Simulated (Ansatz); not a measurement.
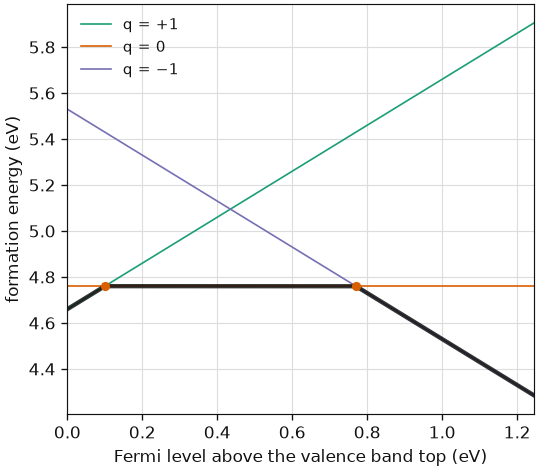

The figure shows the formation energy of each charge state against the Fermi level for substitution (removed W, added Se) in WSe₂. The thick line follows the lowest charge state; the axis spans the host's computed gap.

Starting cell:
```
CELL_PARAMETERS angstrom
3.27900 0.00000 0.00000
-1.63950 2.83970 0.00000
0.00000 0.00000 7.00560
ATOMIC_POSITIONS crystal
W 0.00000 0.00000 0.00000
Se 0.33333 0.66667 0.24060
Se 0.33333 0.66667 0.75940
```

Computed with Ansatz 0.2.0: charge states of a point defect in a periodic supercell, each relaxed, energies over the elements' standard states with the Fermi level at the host's valence band top, point-charge and potential alignment terms added, no band filling term, levels over that top; plane waves with PAW datasets; energies extrapolated to zero smearing. Level: PBE with D3(BJ), allowed.

host atoms in supercell 36; wave cutoff 420 eV; k mesh 2×2×2; occupations Gaussian; smearing width 0.01 eV; k shift (0.5, 0.5, 0.5) (mesh steps); start displacement 0.05 Å; defect kind substitution; removed element W; added element Se; defect place (0, 0, 0) (fraction of the host cell vector); host gap 1.245 eV; static dielectric xx yy zz (14.19, 14.19, 5.3).

> Where do the charge transition levels lie?

The stable charge changes at 0.10 eV (+1/0) and 0.77 eV (0/−1) above the valence band top.

> Which charge is stable in p-type, intrinsic and n-type conditions?

The lowest state is +1 at the valence band top, 0 at mid-gap and −1 at the conduction band bottom, 1.25 eV higher.

Keep in mind: a crossing between the sampled k points may be missed; charged cell in a neutralising background; coarse k mesh; fractional moment from partly filled bands; narrow smearing for a metal; potential alignment in doubt; random start near the defect, other minima possible; small supercell.
